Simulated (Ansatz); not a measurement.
System: ZnAu.

```yaml
crystal:
  lattice:
    - [3.15746, 0.00000, 0.00000]
    - [0.00000, 3.15746, 0.00000]
    - [0.00000, 0.00000, 3.15746]
  atoms:
    - { symbol: Zn, position: [0.50000, 0.50000, 0.50000] }
    - { symbol: Au, position: [0.00000, 0.00000, 0.00000] }
```

Space group Pm-3m; computed pressure about −4 GPa in this cell; computed without spin polarisation.

Level of theory: DFT, PBEsol, PAW with Ansatz's default frozen-core files, scalar-relativistic in Ansatz.

Question: What can the converged valence pseudo-density and electron localisation function tell about the bonding?

Answer: Zn–Au (2.73 Å): the density is about 0.29 e/Å³ at the midpoint; the ELF is about 0.25 at the midpoint: no localised pair shows between them.

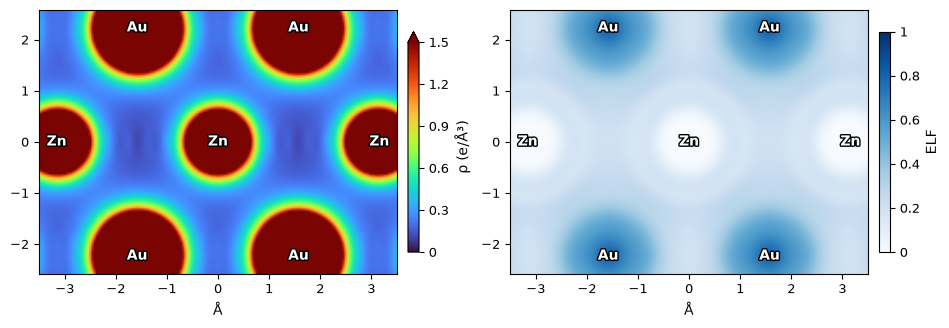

Computed valence pseudo-density and electron localisation function on the (101) plane of the conventional cell, in this order. 
